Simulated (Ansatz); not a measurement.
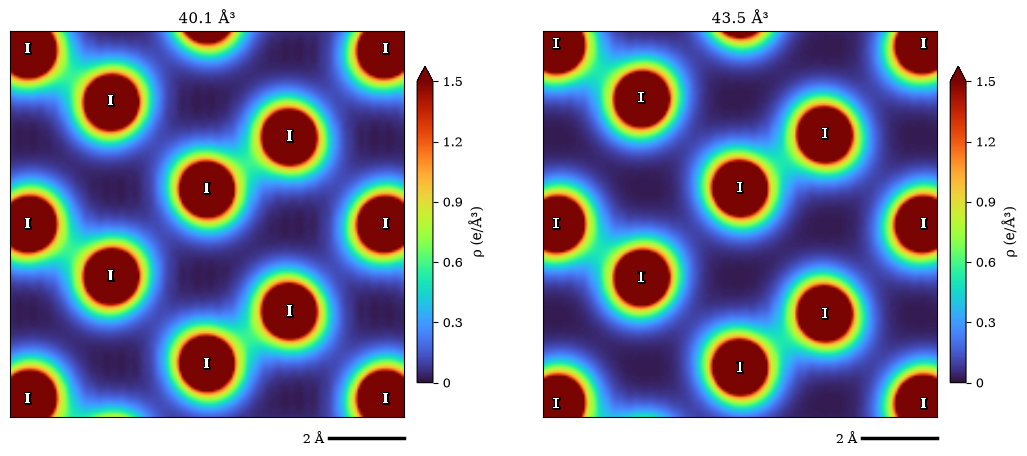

I. The valence pseudo-density of cells scaled evenly to different volumes (given per atom above each panel), on the (110) plane of each (indices in the axes of the cell below), at one length scale and on one colour scale.

Level of theory: Kohn-Sham DFT of a periodic cell, PBE, Ansatz PAW in Ansatz.

The largest cell:

```yaml
crystal:
  lattice:
    - [3.65911, -2.41088, 0.00000]
    - [3.65911, 2.41088, 0.00000]
    - [0.00000, 0.00000, 9.85830]
  atoms:
    - { symbol: I, position: [0.64930, 0.35070, 0.38440] }
    - { symbol: I, position: [0.14930, 0.85070, 0.11560] }
    - { symbol: I, position: [0.35070, 0.64930, 0.61560] }
    - { symbol: I, position: [0.85070, 0.14930, 0.88440] }
```

| volume (Å³/atom) | I–I contact in the plane (Å) | ρ at its midpoint (e/Å³) | pressure (GPa) | gap on the mesh (eV) | 
| --- | --- | --- | --- | --- |
| 40.07 | 2.623 | 0.579 | 3.8 | 1.46 | 
| 42.63 | 2.678 | ? | ? | ? | 
| 43.48 | 2.696 | 0.515 | 1.2 | 1.28 | 

Q: Estimate the missing row, and compare with the calculation.

A: Over the known rows ln ρ falls by 1.60 per Å of I–I distance (the line through the two), which gives 0.530 e/Å³ at 2.678 Å; the calculation gives 0.530 e/Å³. For the pressure, a straight line in volume between the neighbouring rows gives 1.8 GPa; the calculation gives 1.8. For the gap on the mesh, a straight line in volume between the neighbouring rows gives 1.32 eV; the calculation gives 1.33.
